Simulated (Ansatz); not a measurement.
**Single-point calculation of C**

C (Pnc2, 8 atoms in the cell), computed with DFT PBE, scalar-relativistic, plane waves, PAW, PAW set soft_1, no spin polarisation (Ansatz 0.2.0).

The structure derives from an entry of the Crystallography Open Database. Figures and captions count atoms from 1; the log counts them from 0 in places.

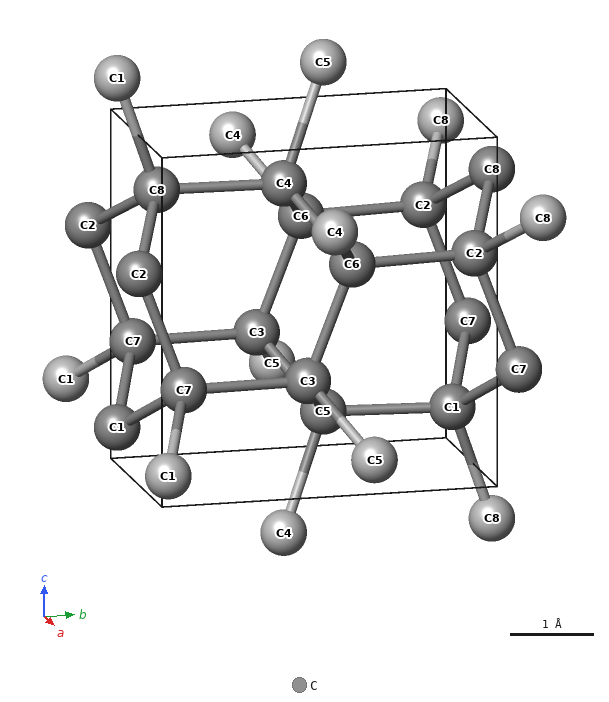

**Figure 1.** The structure (ball-and-stick view of the cell of the calculation, seen slightly off an axis; neighbours outside the cell are drawn fainter; atoms are numbered from 1 in the order of the input). An atom can appear more than once, as a periodic image. Near neighbours in the periodic cell (some may lie outside the picture): C has 4 C at 1.50 to 1.58 Å.

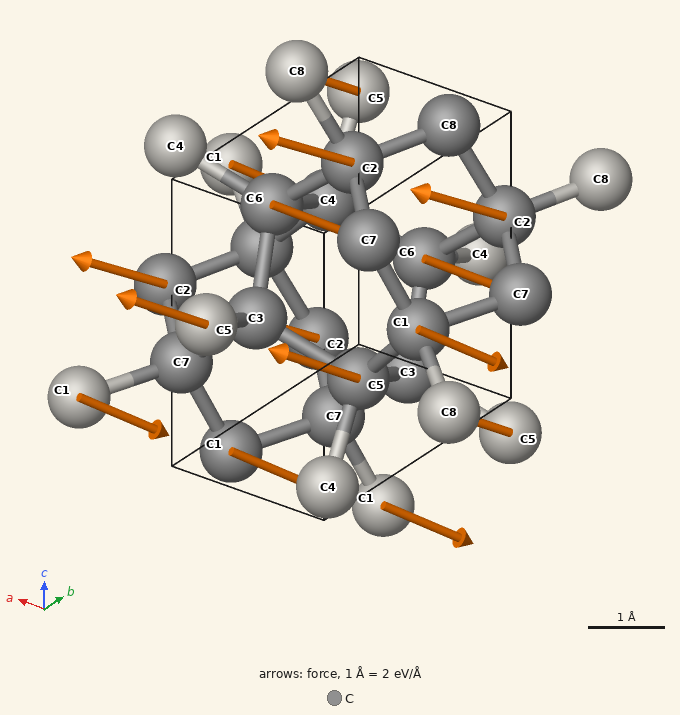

**Figure 2.** Forces on the atoms as orange arrows (ball-and-stick view of the cell of the calculation, seen at an oblique angle; neighbours outside the cell are drawn fainter; atoms are numbered from 1 in the order of the input); the smallest are left out. The largest act on C1, C2, C5, C6 (3.06 eV/Å). The geometry is not a stationary point of this energy.

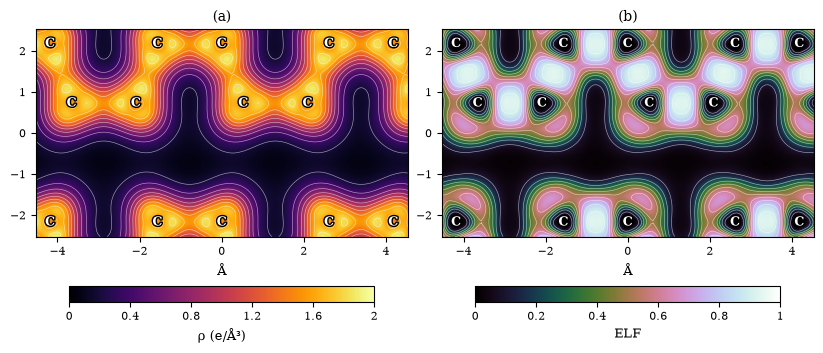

**Figure 3.** (a) valence charge density (pseudo); (b) ELF on the (010) plane of the conventional cell. The section cuts through C sites. Away from the nuclei the density in this plane falls to 0.07 e/Å³ at its lowest. Core electrons are frozen (PAW), so the fields are smoothed inside the atomic spheres.

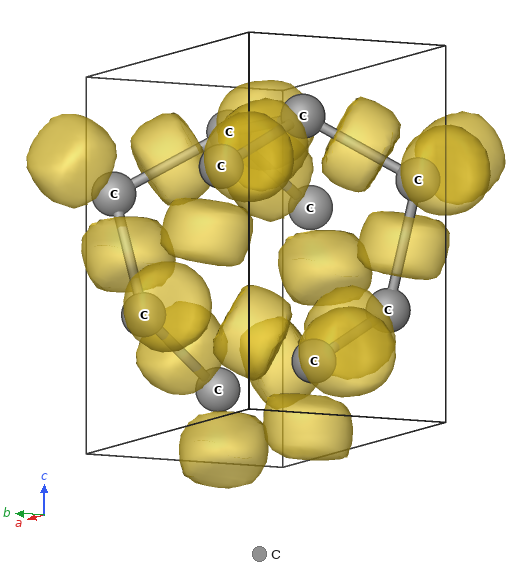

**Figure 4.** Isosurface of the electron localisation function at 0.7 (yellow), seen at an oblique angle. Only the valence region is drawn (cores and ρ < 0.01 e/Å³ removed). Sticks mark near contacts. The outline is the cell set on symmetry axes. Along the contacts the grid gives the following. C–C (1.55 Å): the ELF peaks at about 0.95 between the atoms (localised, shared-pair bonding).

The input and output of the run follow.

Input file:
```yaml
crystal:
  lattice:
    - [-2.5116408742, 0.0, 0.0]
    - [0.0, 0.0, -4.1802949113]
    - [0.0, -4.3502896045, 0.0]
  atoms:
    - { symbol: C, position: [0.5334442718, 0.9372685928, 0.1666666667] }
    - { symbol: C, position: [-0.0334442718, 0.9372685928, 0.6666666667] }
    - { symbol: C, position: [-0.0143332593, 0.4372685928, 0.3333333333] }
    - { symbol: C, position: [0.5143332593, 0.4372685928, 0.8333333333] }
    - { symbol: C, position: [0.4665557282, 0.5627314072, 0.1666666667] }
    - { symbol: C, position: [0.0334442718, 0.5627314072, 0.6666666667] }
    - { symbol: C, position: [0.0143332593, 0.0627314072, 0.3333333333] }
    - { symbol: C, position: [0.4856667407, 0.0627314072, 0.8333333333] }
basis:
  ecutwfc: 520.0
kpoints:
  mp_grid: { grid: [10, 6, 6] }
hamiltonian:
  xc: pbe
  pseudopotentials: { kind: paw, azcp: { folder: soft_1 } }
scf:
  occupations: { method: gaussian, width: 0.05 }
output:
  forces: true
  stress: true
  eigenvalues: true
  write_density: true
  write_potential: true
  elf: true
  volumetric_format: npy
```

Launched with:
```bash
ansatz run input.yaml --threads 2 --pin off --max-ram 4096MiB --backend cpu --events-out ev --progress --plain --runs-dir out
```

Log:
```
Engine: ansatz 0.2.0, aarch64-unknown-linux-gnu
Pseudopotentials: kind: paw
Pseudopotential: C, paw, valence charge 4, recommended cutoff 420 eV (normal), [file]
Functional definition: PBE
  parameter kappa = 0.804
  parameter beta = 0.06672455060314922
  exchange = pbe_x(kappa = kappa, mu = beta*pi^2/3)
  correlation = pbe_c(beta = beta)
Crystal: 8 atoms, lattice volume = 45.675 Å³
Basis set: ecut = 520 eV, 1235 PW (Γ), exchange–correlation on 40×64×72 points (8 copies of the dense FFT grid, shifted against one another)
Bands: 24, of which v1, the nominal top of the filled ones, is band 16 counted from 1 (15 counted from 0)
Symmetry: 4 space group operations
Space group: Pnc2 (ITA 30), of the structure as read, at distance tolerance 3.6e-5 Å
k-points: 96 of 360 (time reversal used)
Non-local potential: C, projectors of the file, l = 0: 2, l = 1: 2, l = 2: 1
PAW form: soft (Blöchl's): semilocal exchange-correlation on the pseudo side does not see the compensation charge
PAW one-centre angular grid: C, 110 points (default); XC on 64 Gauss nodes
Initial density: superposition of atomic densities (chi_scale 0.1, normalization cell)
Initial wavefunctions: pseudopotential atomic-orbital guess
Functional: x = pbe(κ = 0.804, μ = 0.2195149727645171), c = pbe(β = 0.06672455060314922)
SCF iter   1: F=—  HF=-2007.927495 eV  |F-HF|=—  |Δ(HF+E_count)|=         —  Δρ=1.36e-1  dr2=6.04e0  ethr=3.10e-3  ⟨swp⟩=5.9  Hψ=10833  notcnv=0
preconditioner: auto → none  [insulator: Δε(μ)=4.319 eV  Ē_g=16.856 eV  σ=0.050 eV  W_gap=1.00  n_scr=10 (ndim 8)  ℏωp=31.1 eV  f_vac=0.000  D(μ)=0.00/eV (n_scr^D=0)  ε∞_Penn≈4.4]
SCF iter   2: F=—  HF=-2005.962419 eV  |F-HF|=—  |Δ(HF+E_count)|=    1.97e0  Δρ=5.46e-2  dr2=8.42e-1  ethr=3.10e-3  ⟨swp⟩=3.0  Hψ=5450  notcnv=0  defer=295
SCF iter   3: F=—  HF=-2005.759838 eV  |F-HF|=—  |Δ(HF+E_count)|=   2.03e-1  Δρ=6.16e-3  dr2=6.76e-3  ethr=2.63e-3  ⟨swp⟩=2.8  Hψ=3915  notcnv=0  defer=295
SCF iter   4: F=—  HF=-2005.763177 eV  |F-HF|=—  |Δ(HF+E_count)|=   3.34e-3  Δρ=2.93e-3  dr2=6.73e-3  ethr=2.11e-5  ⟨swp⟩=2.0  Hψ=3916  notcnv=0  defer=295
SCF iter   5: F=—  HF=-2005.761284 eV  |F-HF|=—  |Δ(HF+E_count)|=   1.89e-3  Δρ=3.08e-4  dr2=1.30e-5  ethr=2.10e-5  ⟨swp⟩=2.0  Hψ=3120  notcnv=0  defer=295
SCF iter   6: F=—  HF=-2005.761314 eV  |F-HF|=—  |Δ(HF+E_count)|=   2.96e-5  Δρ=8.11e-5  dr2=1.10e-6  ethr=4.06e-8  ⟨swp⟩=2.0  Hψ=3836  notcnv=0  defer=295
SCF iter   7: F=-2005.761316 eV  HF=-2005.761316 eV  |F-HF|=6.32e-8  |Δ(HF+E_count)|=   1.67e-6  Δρ=9.83e-6  dr2=8.34e-8  ethr=3.13e-10  ⟨swp⟩=15.8  Hψ=18625  notcnv=0
SCF 1 converged in 7 iterations: F = -2005.761316 eV  dr2 = 8.34e-8
  greatest PAW one-centre occupation: 0.647 electrons in one spin orbital (limit 2), on the C atom at site 5 (counted from 0), in its partial waves of l = 0
SCF converged after 7 iterations
Free energy (F): -2005.761316 eV
Harris-Foulkes:  -2005.761316 eV  (|F-HF|=6.32e-8)
Internal energy: -2005.761316 eV  (E = F + TS)
E sigma→0 (E₀):  -2005.761316 eV
Fermi energy:    15.189904 eV
--- Per-component energies (eV) ---
  E_band       = 137.760690
  E_kinetic    = 716.716547
  E_local      = -445.182482  (includes V_loc(G=0)·N_el)
  E_nonlocal   = 183.759924
  E_hartree    = 107.197386
  E_xc         = -381.142804
  E_vxc        = -470.692162  (∫ρ·V_xc dr)
  E_paw        = -799.484830  (= ΣΔE_a)
  E_vpaw       = -61.235529  (= ΣTr[D̂ρ^β])
  E_aug_tail   = 0.000014  (compensation charges beyond the density's cutoff)
  E_ewald      = -1387.625071
  E_smearing   = -0.000000  (= −TS)
  E_closure    = -0.000000  (closes the sum)
  Σ components = -2005.761316   (vs F -2005.761316, Δ=0.00e0)
--- Forces (eV/Å), atoms counted from 1 ---
  atom   1  C      3.05451672     0.13034996     0.08866397
  atom   2  C     -3.05451672     0.13034996     0.08866397
  atom   3  C     -0.03734483    -0.13035356     0.08407858
  atom   4  C      0.03734483    -0.13035356     0.08407858
  atom   5  C     -3.05451672     0.13034996    -0.08866397
  atom   6  C      3.05451672     0.13034996    -0.08866397
  atom   7  C      0.03734483    -0.13035356    -0.08407858
  atom   8  C     -0.03734483    -0.13035356    -0.08407858
  max |Σ_I F_I| component: 1.44e-5 eV/Å
--- Stress (GPa, compression-positive) ---
       -0.053513       0.000000       0.000000
        0.000000       1.360633       0.000000
        0.000000       0.000000       0.556056
  P = ⅓ Tr σ = 0.6211 GPa (6.211 kbar)
--- Band table (eV; the first three rows and the last of 96) ---
  k-point 0: bands = ["-8.1958", "-2.9808", "-2.6682", "-1.1196", "-0.0819", "2.1334", "3.5534", "4.3276", "7.1621", "7.6441", "10.0627", "10.4855", "10.7662", "13.1818", "13.2084", "13.5651", "18.1774", "18.3513", "18.4882", "18.7071", "21.3331", "21.4406", "21.6500", "22.0113"]
  k-point 1: bands = ["-8.0239", "-4.0765", "-2.5134", "0.0784", "0.1985", "1.0693", "3.7669", "4.8529", "7.3142", "8.3457", "9.5214", "10.1481", "10.5720", "12.8354", "12.9392", "12.9607", "18.2053", "18.6004", "18.7583", "18.9892", "21.6134", "21.6156", "21.8180", "21.9679"]
  k-point 2: bands = ["-7.5101", "-5.4967", "-2.0506", "-0.2308", "0.5471", "1.7556", "3.3365", "6.8276", "7.5943", "7.7529", "9.3881", "9.6625", "10.8243", "11.1332", "12.3018", "12.3718", "18.3122", "18.6149", "19.5346", "19.5963", "21.3669", "21.4662", "22.4049", "23.1403"]
  k-point 95: bands = ["-1.5437", "-1.5437", "-1.4240", "-1.4240", "0.4471", "0.4471", "0.7168", "0.7168", "8.4134", "8.4134", "8.4445", "8.4445", "8.7566", "8.7566", "8.8858", "8.8858", "19.0784", "19.0784", "19.2876", "19.2876", "19.6821", "19.6821", "20.3012", "20.3012"]
```

Summary:

| quantity | value |
| --- | --- |
| outcome | converged |
| space group (tolerance 0.01 Å) | Pnc2 (30) |
| electrons treated | 32 |
| free energy | −2005.7613 eV |
| Fermi energy | 15.190 eV |
| gap on the k-point mesh | 3.25 eV |
| pressure | 0.62 GPa |
| largest force (length of the vector) | 3.059 eV/Å |
| hardware | 2 threads of Arm Neoverse N1, 98 GiB of memory available, shared host |
| wall time | 19 s (CPU time 36 s) |
| peak memory | 0.41 GiB |
